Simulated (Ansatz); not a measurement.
## Electronic structure of Al₃Ru in real space

```yaml
crystal:
  lattice:
    - [2.71998, 0.00000, 0.00000]
    - [-1.35999, 2.35557, 0.00000]
    - [0.00000, 0.00000, 10.68944]
  atoms:
    - { symbol: Al, position: [0.00000, 0.00000, 0.23545] }
    - { symbol: Al, position: [0.00000, 0.00000, 0.76455] }
    - { symbol: Al, position: [0.00000, 0.00000, 0.50000] }
    - { symbol: Ru, position: [0.00000, 0.00000, 0.00000] }
```

Space group P6/mmm; a structure generated by program, which may or may not match a known phase; computed without spin polarisation.

Method: Ansatz 0.2.0, DFT PBE, scalar-relativistic, plane waves, PAW.

Core electrons are frozen (PAW), and the valence fields are smoothed inside the atomic spheres.

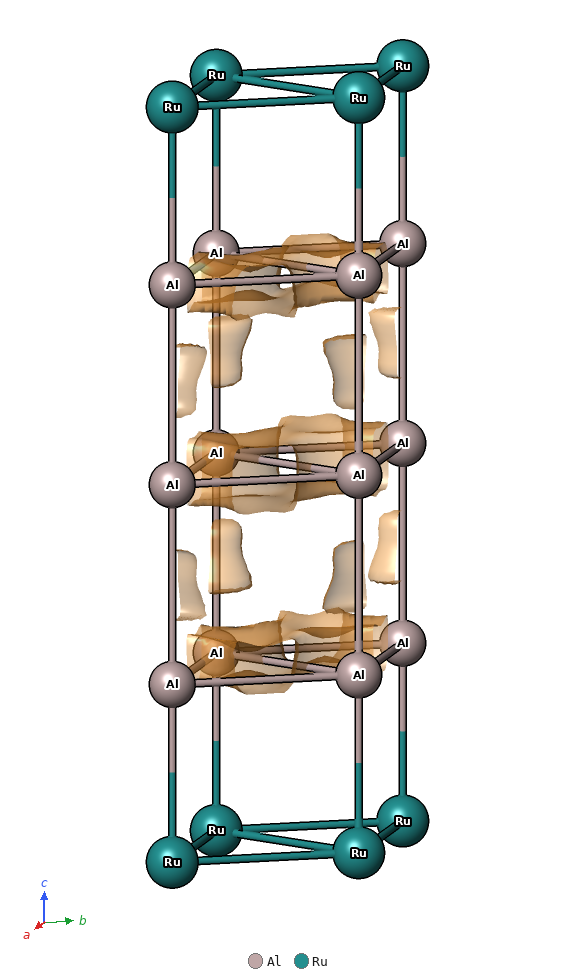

Figure 1. Isosurface of the electron localisation function at 0.65 (orange), seen slightly off an axis. Core shells and regions of very low density are left out. Sticks mark near contacts.

**Where are the electrons localised?**

The surface consists of two regions between bonded Al–Al atoms and sheets that run through the cell in two directions, counted in one cell of 4 atoms. Any copies at cell faces, edges or corners count once. Profiles from the grid: Al–Ru (2.52 Å): the ELF peaks at about 0.60 between the atoms. Al–Al (2.72 Å): the ELF peaks at about 0.70 between the atoms.

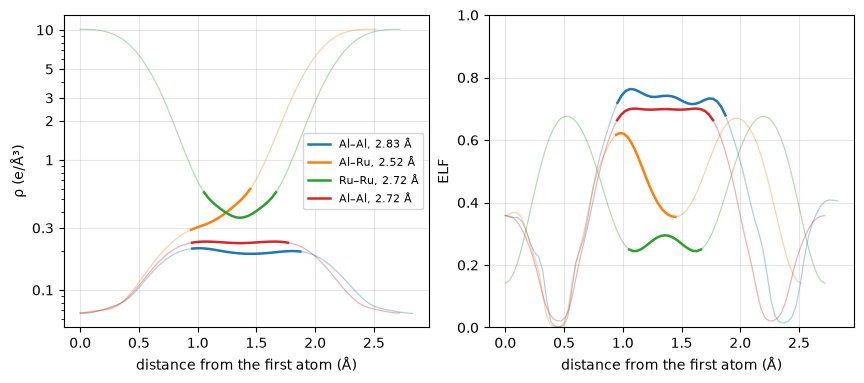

Figure 2. Valence electron density and electron localisation function along straight lines between neighbouring atoms. Thin, pale parts lie inside the atomic spheres.

**Compare the contacts.**

Al–Al (2.83 Å): ρ is about 0.19 e/Å³ halfway; the ELF peaks at about 0.75 between the atoms.
Al–Ru (2.52 Å): ρ is about 0.4 e/Å³ halfway; the ELF peaks at about 0.60 between the atoms.
Ru–Ru (2.72 Å): the density is about 0.36 e/Å³ at the midpoint; the ELF is about 0.30 at the midpoint; no shared electron pair shows on this line.
Al–Al (2.72 Å): ρ is about 0.23 e/Å³ halfway; the ELF peaks at about 0.70 between the atoms.

**Does the calculation give a band gap?**

It is metallic or semimetallic at this level of theory: no gap opens.
